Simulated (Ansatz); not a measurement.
**Single-point calculation, with input and output: Co₃O₄**

- system: Co₃O₄ (Fd-3m, 14 atoms in the cell)
- method: DFT r2SCAN, scalar-relativistic, plane waves, PAW, no spin polarisation (Ansatz 0.2.0)

The structure derives from an entry of the Crystallography Open Database. Figures and captions count atoms from 1; the log counts them from 0 in places.

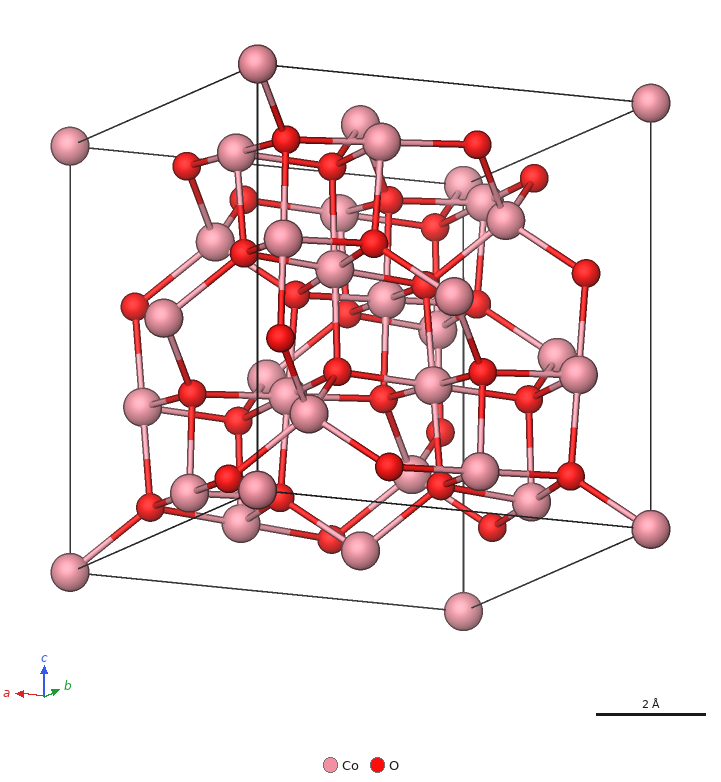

**Figure 1.** The structure (ball-and-stick view of the cell 4 times as large as that of the calculation, set on its symmetry axes, seen at an oblique angle). Near neighbours in the crystal (not all of them lie inside the picture): Co has 6 O at 1.91 Å; Co has 4 O at 1.93 Å; O has 4 Co at 1.91 to 1.93 Å.

**Input file**
```yaml
crystal:
  lattice:
    - [0.0, 4.022314131, 4.022314131]
    - [4.022314131, 0.0, 4.022314131]
    - [4.022314131, 4.022314131, 0.0]
  atoms:
    - { symbol: Co, position: [0.625, 0.625, 0.625] }
    - { symbol: Co, position: [0.125, 0.625, 0.625] }
    - { symbol: Co, position: [0.625, 0.625, 0.125] }
    - { symbol: Co, position: [0.625, 0.125, 0.625] }
    - { symbol: Co, position: [0.0, 0.0, 0.0] }
    - { symbol: Co, position: [0.25, 0.25, 0.25] }
    - { symbol: O, position: [0.3883187179, 0.3883187179, 0.3883187179] }
    - { symbol: O, position: [0.4149561537, 0.8616812821, 0.8616812821] }
    - { symbol: O, position: [0.3883187179, 0.3883187179, 0.8350438463] }
    - { symbol: O, position: [0.8616812821, 0.4149561537, 0.8616812821] }
    - { symbol: O, position: [0.8350438463, 0.3883187179, 0.3883187179] }
    - { symbol: O, position: [0.8616812821, 0.8616812821, 0.8616812821] }
    - { symbol: O, position: [0.3883187179, 0.8350438463, 0.3883187179] }
    - { symbol: O, position: [0.8616812821, 0.8616812821, 0.4149561537] }
basis:
  ecutwfc: 500
  ecutrho_ratio: 4
kpoints:
  mp_grid: { grid: [8, 8, 8] }
hamiltonian:
  xc: r2scan
scf:
  occupations: { method: gaussian, width: 0.05 }
output:
  forces: true
  stress: true
  eigenvalues: true
```

Machine: 8 threads of Intel Xeon @ 2.10GHz (Emerald Rapids), 189 GiB of memory available, shared host.

Command:
```bash
ansatz run input.yaml --threads 8 --pin off --max-ram 22528MiB --backend cpu --events-out ev --progress --plain --runs-dir out
```

**Log**
```
Engine: ansatz 0.2.0, x86_64-unknown-linux-gnu
Pseudopotentials: kind: paw
Pseudopotential: Co, paw, valence charge 17, recommended cutoff 500 eV (meta_gga), Co.paw.azcp
Pseudopotential: O, paw, valence charge 6, recommended cutoff 500 eV (meta_gga), O.paw.azcp
Functional definition: r2SCAN
  parameter k0 = 0.174
  parameter k1 = 0.065
  parameter a1 = 4.9479
  exchange = r2scan_x(k0 = k0, k1 = k1, a1 = a1)
  correlation = r2scan_c
Crystal: 14 atoms, lattice volume = 130.154 Å³
Basis set: ecut = 500 eV, 3287 PW (Γ), exchange–correlation on 180×180×180 points (64 copies of the dense FFT grid, shifted against one another)
Bands: 90, of which v1, the nominal top of the filled ones, is band 75 counted from 1 (74 counted from 0)
Symmetry: 48 space group operations
Space group: Fd-3m (ITA 227), of the structure as read, at distance tolerance 5.1e-5 Å
k-points: 29 of 512
Non-local potential: Co, projectors of the file, l = 0: 3, l = 1: 2, l = 2: 3, l = 3: 1
Non-local potential: O, projectors of the file, l = 0: 2, l = 1: 2, l = 2: 1
PAW form: soft (Blöchl's): semilocal exchange-correlation on the pseudo side does not see the compensation charge
PAW frozen core: Co, regenerated for the run's functional (the file was generated under x = pbe(κ = 0.804, μ = 0.2195149727645171), c = pbe(β = 0.06672455060314922))
PAW frozen core: O, regenerated for the run's functional (the file was generated under x = pbe(κ = 0.804, μ = 0.2195149727645171), c = pbe(β = 0.06672455060314922))
PAW one-centre angular grid: Co, 590 points (default); XC on 160 Gauss nodes
PAW one-centre angular grid: O, 302 points (default); XC on 160 Gauss nodes
Initial density: superposition of atomic densities (neutral atoms: chi_scale 0, normalization atom), corrected by the library's trained network
Initial wavefunctions: pseudopotential atomic-orbital guess
Functional: x = r2scan, c = r2scan; τ floored in thin density (d = 2e-4 eV/Å³)
SCF iter   1: F=—  HF=-35331.541087 eV  |F-HF|=—  |Δ(HF+E_count)|=         —  Δρ=2.27e-2  dr2=4.30e-1  dr2_τ=1.02e0  ethr=1.77e-3  ⟨swp⟩=6.2  Hψ=8886  notcnv=0  defer=3
preconditioner: auto → LDOS  [metal: Δε(μ)=0.025 eV  Ē_g=9.597 eV  σ=0.050 eV  W_gap=0.27  n_scr=58 (ndim 8)  ℏωp=32.9 eV  f_vac=0.027  D(μ)=11.66/eV (n_scr^D=136)  β→1.0]
SCF iter   2: F=—  HF=-35332.177080 eV  |F-HF|=—  |Δ(HF+E_count)|=   6.36e-1  Δρ=8.44e-3  dr2=4.37e-2  dr2_τ=9.26e-3  ethr=2.87e-4  ⟨swp⟩=2.1  Hψ=4781  notcnv=0  defer=143
SCF iter   3: F=—  HF=-35332.181702 eV  |F-HF|=—  |Δ(HF+E_count)|=   4.62e-3  Δρ=9.34e-3  dr2=6.61e-2  dr2_τ=1.43e-3  ethr=2.91e-5  ⟨swp⟩=2.0  Hψ=4935  notcnv=0  defer=143
SCF iter   4: F=—  HF=-35332.170950 eV  |F-HF|=—  |Δ(HF+E_count)|=   1.08e-2  Δρ=1.76e-3  dr2=3.26e-3  dr2_τ=1.90e-4  ethr=2.91e-5  ⟨swp⟩=2.0  Hψ=4006  notcnv=0  defer=143
SCF iter   5: F=—  HF=-35332.171026 eV  |F-HF|=—  |Δ(HF+E_count)|=   7.64e-5  Δρ=1.57e-3  dr2=2.63e-3  dr2_τ=1.21e-4  ethr=2.17e-6  ⟨swp⟩=1.4  Hψ=2515  notcnv=0  defer=143
SCF iter   6: F=—  HF=-35332.170966 eV  |F-HF|=—  |Δ(HF+E_count)|=   5.96e-5  Δρ=7.85e-4  dr2=6.36e-4  dr2_τ=3.14e-5  ethr=1.75e-6  ⟨swp⟩=1.0  Hψ=2467  notcnv=0  defer=143
SCF iter   7: F=—  HF=-35332.170929 eV  |F-HF|=—  |Δ(HF+E_count)|=   3.76e-5  Δρ=2.09e-4  dr2=5.38e-5  dr2_τ=1.47e-6  ethr=4.24e-7  ⟨swp⟩=1.1  Hψ=2471  notcnv=0  defer=143
SCF iter   8: F=—  HF=-35332.171155 eV  |F-HF|=—  |Δ(HF+E_count)|=   2.26e-4  Δρ=7.63e-5  dr2=5.57e-6  dr2_τ=1.12e-7  ethr=3.59e-8  ⟨swp⟩=1.4  Hψ=2567  notcnv=0  defer=143
SCF iter   9: F=—  HF=-35332.171154 eV  |F-HF|=—  |Δ(HF+E_count)|=   2.27e-7  Δρ=2.53e-5  dr2=6.30e-7  dr2_τ=1.73e-8  ethr=3.72e-9  ⟨swp⟩=1.9  Hψ=2561  notcnv=0  defer=143
SCF iter  10: F=-35332.171154 eV  HF=-35332.171154 eV  |F-HF|=2.26e-9  |Δ(HF+E_count)|=   3.55e-8  Δρ=2.00e-6  dr2=2.79e-9  dr2_τ=4.10e-10  ethr=6.67e-11  ⟨swp⟩=8.8  Hψ=10908  notcnv=0
SCF 1 converged in 10 iterations: F = -35332.171154 eV  dr2 = 2.79e-9
  greatest PAW one-centre occupation: 1.003 electrons in one spin orbital (limit 2), on the Co atom at site 5 (counted from 0), in its partial waves of l = 1
```

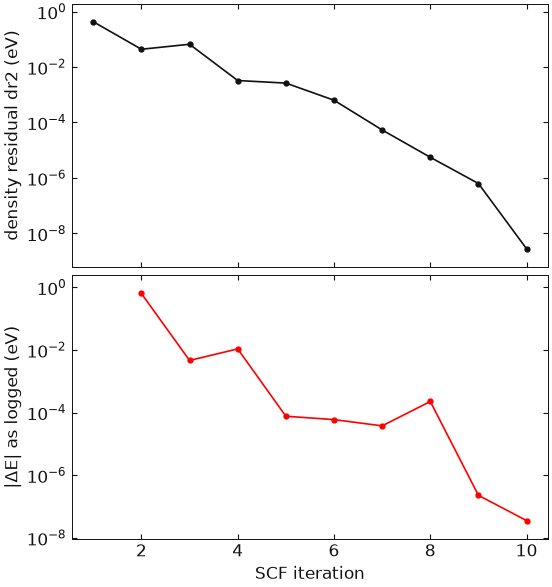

**Figure 2.** Convergence of the self-consistent field: density residual dr2 and size of the energy change against the SCF iteration. The residual falls almost steadily, with no more than small rises.

```
SCF converged after 10 iterations
Free energy (F): -35332.171154 eV
Harris-Foulkes:  -35332.171154 eV  (|F-HF|=2.26e-9)
Internal energy: -35332.156403 eV  (E = F + TS)
E sigma→0 (E₀):  -35332.163779 eV
Entropy (-TS):   -0.014751 eV (-1.054 meV/atom)
Fermi energy:    12.694668 eV
--- Per-component energies (eV) ---
  E_band       = -2136.888617
  E_kinetic    = 4102.186751
  E_local      = -23076.469904  (includes V_loc(G=0)·N_el)
  E_nonlocal   = 3140.227001
  E_hartree    = 9539.227942
  E_xc         = -1520.576779
  E_vxc        = -2201.487603  (∫ρ·V_xc dr)
  E_paw        = -10414.485705  (= ΣΔE_a)
  E_vpaw       = -3317.285555  (= ΣTr[D̂ρ^β])
  E_aug_tail   = 0.008762  (compensation charges beyond the density's cutoff)
  E_vtau       = 137.477812  (kinetic-family band-sum trace: ∫τ·v_τ [+ j·A + Jᵃ·Aᵃ] dr)
  E_ewald      = -17100.247706
  E_core_change = -2.026765  (= ΣΔE_core)
  E_smearing   = -0.014751  (= −TS)
  E_closure    = -0.000000  (closes the sum)
  Σ components = -35332.171154   (vs F -35332.171154, Δ=0.00e0)
--- Forces (eV/Å), atoms counted from 1 ---
  atom   1  Co     0.00000000    -0.00000000     0.00000000
  atom   2  Co     0.00000000     0.00000000     0.00000000
  atom   3  Co     0.00000000    -0.00000000     0.00000000
  atom   4  Co     0.00000000     0.00000000     0.00000000
  atom   5  Co     0.00000000    -0.00000000     0.00000000
  atom   6  Co     0.00000000    -0.00000000     0.00000000
  atom   7  O     -0.36347120    -0.36347120    -0.36347120
  atom   8  O      0.36347120    -0.36347120    -0.36347120
  atom   9  O      0.36347120     0.36347120    -0.36347120
  atom  10  O     -0.36347120     0.36347120    -0.36347120
  atom  11  O     -0.36347120     0.36347120     0.36347120
  atom  12  O      0.36347120     0.36347120     0.36347120
  atom  13  O      0.36347120    -0.36347120     0.36347120
  atom  14  O     -0.36347120    -0.36347120     0.36347120
  max |Σ_I F_I| component: 3.33e-16 eV/Å
--- Stress (GPa, compression-positive) ---
       -6.026835      -0.000000       0.000000
        0.000000      -6.026835      -0.000000
       -0.000000      -0.000000      -6.026835
  P = ⅓ Tr σ = -6.0268 GPa (-60.268 kbar)
--- Band table (eV; the first three rows and the last of 29) ---
  k-point 0: bands = ["-86.3580", "-86.3518", "-86.3518", "-86.3518", "-85.7850", "-85.7848", "-48.3496", "-48.2860", "-48.2860", "-48.2860", "-48.1847", "-48.1847", "-48.1823", "-48.1823", "-48.1823", "-48.1618", "-48.1618", "-48.1618", "-47.6510", "-47.6510", "-47.6510", "-47.6496", "-47.6496", "-47.6496", "-9.5582", "-8.1255", "-7.8181", "-7.8181", "-7.8181", "-7.7634", "-7.7634", "-7.7634", "3.5642", "4.4599", "4.4599", "4.4599", "5.1160", "5.4784", "5.4784", "6.3232", "6.3232", "6.8558", "6.8558", "6.8558", "7.1317", "7.1317", "7.1317", "7.4632", "7.4632", "7.4632", "8.4798", "8.4798", "8.4798", "8.9321", "8.9321", "8.9321", "10.0766", "10.0766", "10.8333", "10.8333", "10.8333", "11.1350", "11.2406", "11.2406", "11.2406", "11.4114", "11.4114", "11.4842", "11.4842", "11.4842", "11.6641", "11.6641", "12.1902", "12.1902", "12.1902", "13.2002", "13.2002", "13.2002", "14.6306", "14.6306", "14.6306", "14.6433", "14.6433", "14.6433", "14.9013", "14.9013", "16.5599", "21.1760", "21.1760", "21.1760"]
  k-point 1: bands = ["-86.3578", "-86.3519", "-86.3518", "-86.3518", "-85.7850", "-85.7848", "-48.3477", "-48.2874", "-48.2857", "-48.2857", "-48.1844", "-48.1844", "-48.1828", "-48.1819", "-48.1819", "-48.1626", "-48.1626", "-48.1618", "-47.6511", "-47.6511", "-47.6510", "-47.6497", "-47.6496", "-47.6496", "-9.5148", "-8.1608", "-7.8508", "-7.8294", "-7.8294", "-7.7579", "-7.7533", "-7.7533", "3.6490", "4.5250", "4.5250", "4.5561", "5.1267", "5.4920", "5.4920", "6.2938", "6.2938", "6.8358", "6.8709", "6.8709", "7.0931", "7.0931", "7.0994", "7.3841", "7.4674", "7.4674", "8.3575", "8.3575", "8.5298", "8.7222", "8.8890", "8.8890", "10.1972", "10.1972", "10.8374", "10.8435", "10.8435", "11.1347", "11.2311", "11.2311", "11.2406", "11.4335", "11.4335", "11.4890", "11.4890", "11.5028", "11.6519", "11.6519", "12.2239", "12.2349", "12.2349", "13.1504", "13.1674", "13.1674", "14.5720", "14.5940", "14.5940", "14.6123", "14.6126", "14.6126", "14.8649", "14.8649", "16.7775", "20.7901", "21.1790", "21.1790"]
  k-point 2: bands = ["-86.3573", "-86.3524", "-86.3518", "-86.3518", "-85.7850", "-85.7848", "-48.3426", "-48.2912", "-48.2851", "-48.2851", "-48.1841", "-48.1840", "-48.1840", "-48.1806", "-48.1806", "-48.1649", "-48.1649", "-48.1618", "-47.6511", "-47.6511", "-47.6509", "-47.6497", "-47.6496", "-47.6496", "-9.3929", "-8.2842", "-7.8859", "-7.8486", "-7.8486", "-7.7673", "-7.7365", "-7.7365", "3.8799", "4.7030", "4.7030", "4.8131", "5.1434", "5.5309", "5.5309", "6.2013", "6.2013", "6.7796", "6.9079", "6.9079", "7.0217", "7.0217", "7.0289", "7.1950", "7.4185", "7.4185", "8.1098", "8.1098", "8.2178", "8.6438", "8.8362", "8.8362", "10.4267", "10.4267", "10.8165", "10.8670", "10.8670", "11.1072", "11.1922", "11.1922", "11.2406", "11.4029", "11.4029", "11.5592", "11.5702", "11.5702", "11.6702", "11.6702", "12.3378", "12.3378", "12.3418", "13.0454", "13.0743", "13.0743", "14.4129", "14.4799", "14.4799", "14.5356", "14.5356", "14.5373", "14.8119", "14.8119", "17.3432", "20.2814", "21.2877", "21.2877"]
  k-point 28: bands = ["-86.3549", "-86.3549", "-86.3518", "-86.3518", "-85.7849", "-85.7849", "-48.3165", "-48.3165", "-48.2827", "-48.2827", "-48.1857", "-48.1857", "-48.1791", "-48.1791", "-48.1731", "-48.1731", "-48.1675", "-48.1675", "-47.6512", "-47.6512", "-47.6503", "-47.6503", "-47.6495", "-47.6495", "-8.7884", "-8.7884", "-8.0633", "-8.0633", "-7.7321", "-7.7321", "-7.7250", "-7.7250", "4.8321", "4.8321", "5.3090", "5.3090", "5.6892", "5.6892", "5.9054", "5.9054", "5.9469", "5.9469", "6.5861", "6.5861", "6.8818", "6.8818", "6.9122", "6.9122", "7.2733", "7.2733", "7.7862", "7.7862", "8.3920", "8.3920", "8.4785", "8.4785", "10.7896", "10.7896", "10.8929", "10.8929", "11.0042", "11.0042", "11.1086", "11.1086", "11.2521", "11.2521", "11.4304", "11.4304", "11.7407", "11.7407", "11.8497", "11.8497", "12.6087", "12.6087", "12.7025", "12.7025", "12.7406", "12.7406", "14.1351", "14.1351", "14.1708", "14.1708", "14.3725", "14.3725", "14.6081", "14.6081", "19.7398", "19.7398", "21.1886", "21.1886"]
```

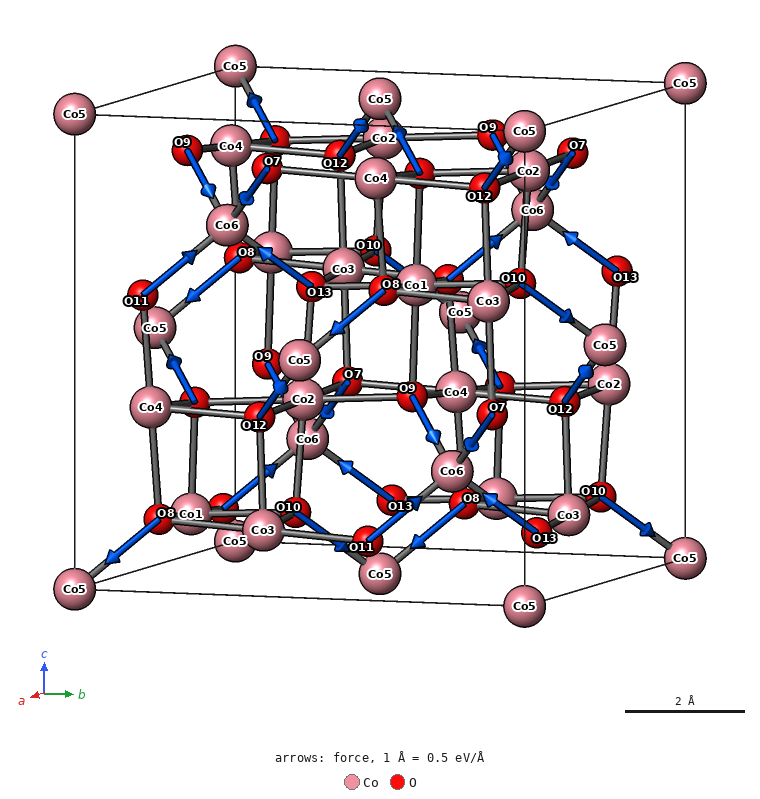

**Figure 3.** Forces on the atoms as blue arrows (ball-and-stick view of the cell 4 times as large as that of the calculation, set on its symmetry axes, seen slightly off an axis; atoms are numbered from 1 in the order of the input). The largest act on all 8 O atoms (0.63 eV/Å). The geometry is not a stationary point of this energy.

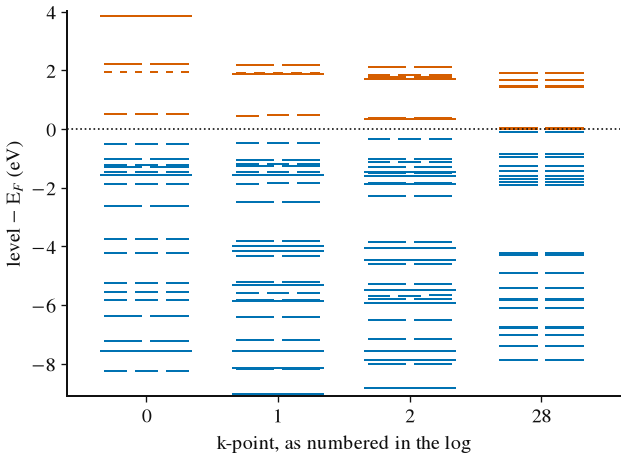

**Figure 4.** Kohn–Sham levels near the Fermi level (dotted) at the few k-points that the log prints; levels within 0.02 eV of each other stand side by side. The system is metallic on the full mesh.

**Key numbers**

- outcome: converged
- space group (tolerance 0.01 Å): Fd-3m (227)
- electrons treated: 150
- free energy: −35332.1712 eV
- Fermi energy: 12.695 eV
- gap on the k-point mesh: none (metallic)
- pressure: −6.03 GPa
- largest force (length of the vector): 0.630 eV/Å
- wall time: 9.1 s (CPU time 53 s)
- peak memory: 1.4 GiB

The run has no spin polarisation, so a magnetic state may lie lower. The cell is under a tension of 6.0 GPa at this level, so it is not at its equilibrium volume.
